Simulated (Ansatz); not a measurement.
CdO

Input

```
crystal:
  lattice:
    - [0.0, 2.3337310685, 2.3337310685]
    - [2.3337310685, 0.0, 2.3337310685]
    - [2.3337310685, 2.3337310685, 0.0]
  atoms:
    - { symbol: Cd, position: [0.0, 0.0, 0.0] }
    - { symbol: O, position: [0.5, 0.5, 0.5] }
hamiltonian:
  xc: blyp
  pseudopotentials: { kind: paw }
kpoints:
  mp_grid: { grid: [10, 10, 10] }
scf:
  occupations: { method: fermi_dirac, width: 0.05 }
output:
  forces: true
  stress: true
  eigenvalues: true
  write_density: true
  write_potential: true
  elf: true
  volumetric_format: npy
```

Command:

```sh
ansatz run input.yaml --threads 2 --pin off --max-ram 5120MiB --backend cpu --events-out ev --progress --plain --runs-dir out
```

Below, planes, directions and counts refer to the conventional cell (a = 4.67 Å, b = 4.67 Å, c = 4.67 Å, α = 90.00°, β = 90.00°, γ = 90.00°).

Space group Fm-3m; computed pressure about 15 GPa in this cell.

Computed with Kohn-Sham DFT of a periodic cell, BLYP, Ansatz PAW (Ansatz 0.2.0).

The density is the valence pseudo-density of a PAW calculation; it isn't the true density close to the nuclei.

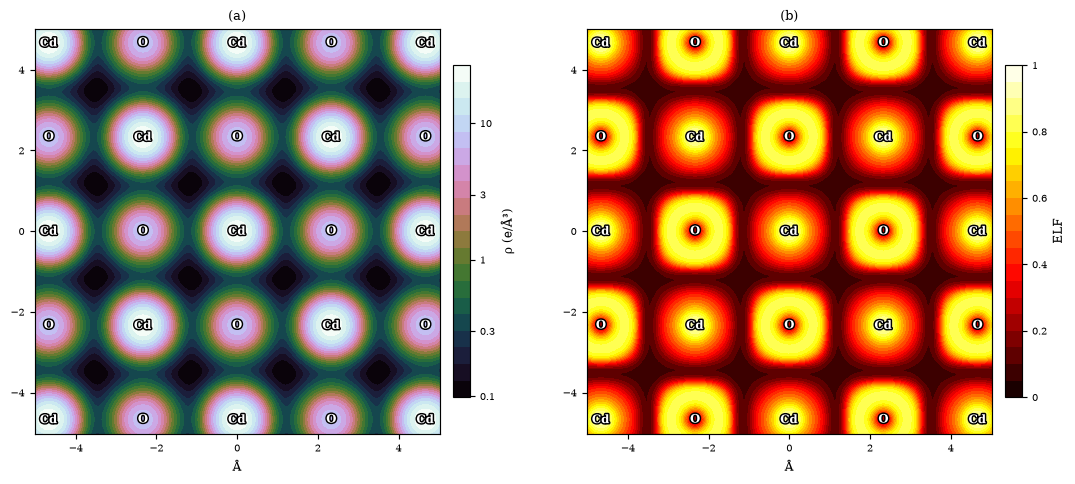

Figure 1. (a) valence charge density (pseudo); (b) ELF on the (001) plane of the conventional cell.

Question: Interpret the plot.

Answer: The section cuts through Cd and O sites. Cd–O (2.33 Å): ρ at the midpoint is about 0.37 e/Å³; the ELF is about 0.10 at the midpoint; no shared electron pair shows on this line. Between the atoms the lowest density in this plane is 0.1 e/Å³. The features right at Cd lie inside the PAW spheres, where the map follows smoothed inner orbitals and isn't to be read closely.

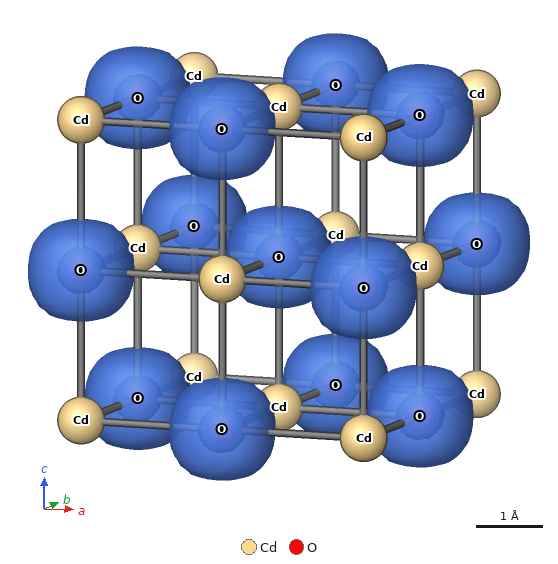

Figure 2. Isosurface of the ELF at 0.7 (blue), seen slightly off an axis. Only the valence region is drawn (cores and ρ < 0.01 e/Å³ removed). Sticks mark near contacts.

Question: What do the ELF domains correspond to?

Answer: The ELF exceeds this value in four regions wrapped around O (the valence shell of each), counted in one cell of 8 atoms. Any copies at cell faces, edges or corners count once.
